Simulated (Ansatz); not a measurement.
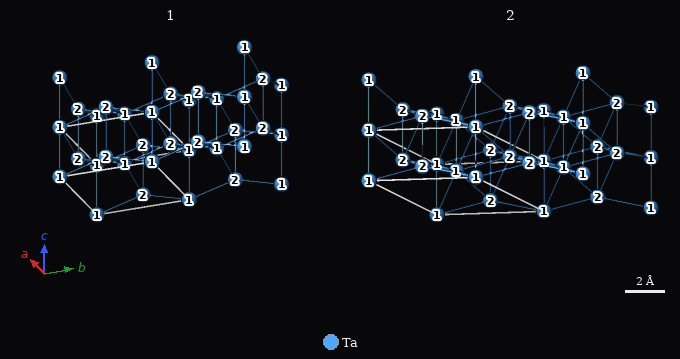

Two geometries of crystalline Ta (a generated structure, set up in I4_1/amd), drawn at one scale. One is the start of a relaxation, the other its converged end. The picture is a ball-and-stick view of the conventional cell (2 times the calculation's cell), repeated 1 × 2 × 2 with one cell outlined, seen from a free direction. Lengths and directions refer to the drawn axes.

These are results of Ansatz, DFT, r2SCAN, plane waves (500 eV) with PAW, scalar-relativistic, not measurements. Set-up: plane-wave cutoff 500 eV; k-point mesh 13 × 13 × 9; occupations fermi dirac; smearing width 0.1 eV; no spin polarisation; cell and atoms relaxed; force threshold 0.01 eV/Å; at most 60 steps.

Which geometry has the lower energy?

Answer. Structure 2 is the relaxed one. Phase: beta-Sn type. The energy falls by 1.326 eV per cell of the calculation in 14 accepted moves (18 points after the start). Largest force component: 0.0021 eV/Å at the start, 0.00035 eV/Å at the end. The pressure goes from 3.21 to 0.00 GPa. The line search rejected the trial steps at points 1, 12 of the run. At 2 points the geometry stayed and the basis and grid were re-selected for the new cell (energy shift of 8.3 meV per cell of the calculation at most each time). No atom moves by more than 0.005 Å relative to the cell. The drawn cell changes as follows: a = b 5.179 → 5.589 Å (+7.9 %), c 2.828 → 2.878 Å (+1.8 %), γ 90.0° → 124.8°; the volume changes by −2.7 %. Some distances before and after: Ta1–Ta1 3.926 → 2.962 Å, Ta1–Ta2 2.685 → 2.887 Å, Ta1–Ta2 (another image) 3.347 → 3.530 Å, Ta1–Ta1 (another image) 2.828 → 2.878 Å. New bonds form: Ta1–Ta1 (3.93 → 2.96 Å), Ta2–Ta2 (3.93 → 2.96 Å). Among the angles between lasting bonds that change: Ta2–Ta1–Ta2 94.0° → 126.7°, Ta2–Ta1–Ta2 94.0° → 61.8°. The space group (tolerance 0.01 Å) goes from I4_1/amd (No. 141) to Fddd (No. 70).
